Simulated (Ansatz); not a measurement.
```yaml
crystal:
  lattice:
    - [3.03487, 0.00000, 0.00000]
    - [0.00000, 3.03487, 0.00000]
    - [0.00000, 0.00000, 3.27447]
  atoms:
    - { symbol: W, position: [0.00000, 0.00000, 0.00000] }
    - { symbol: W, position: [0.50000, 0.50000, 0.50000] }
```

Space group I4/mmm; changed on purpose from its base cell (strain -0.050 along x and y, +0.025 along z, atoms carried along); computed pressure about 24 GPa in this cell.

Computed with DFT PBE, scalar-relativistic, plane waves, PAW (Ansatz).

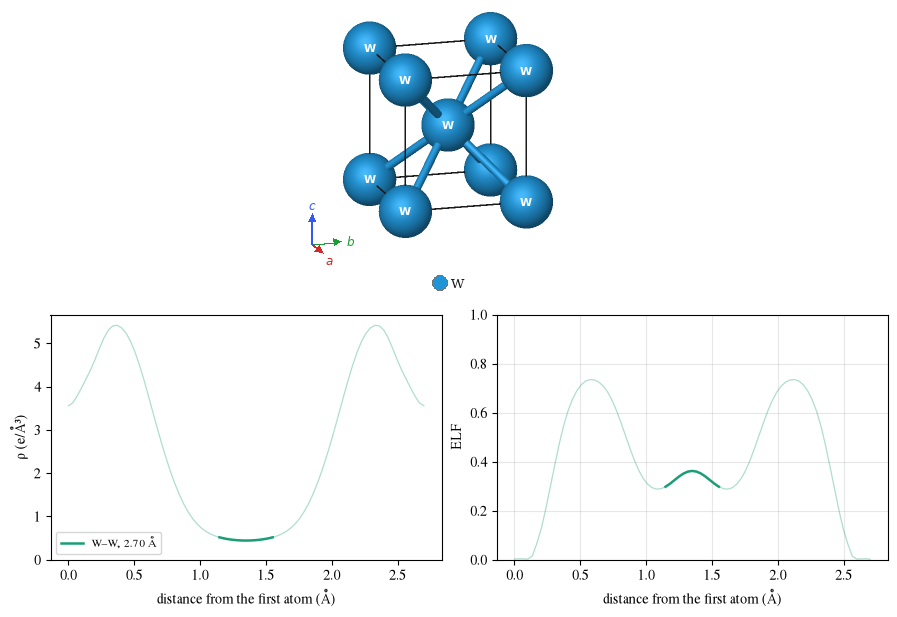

W. Valence pseudo-density and ELF along straight lines between neighbouring atoms. Thin, pale parts lie inside the atomic spheres. The structure is drawn too.

In a PAW calculation such maps are meaningful between the atoms, not at the nuclei.

Question: What can be read from the curves?

Answer: W–W (2.70 Å): ρ at the midpoint is about 0.44 e/Å³; the ELF is about 0.35 at the midpoint.
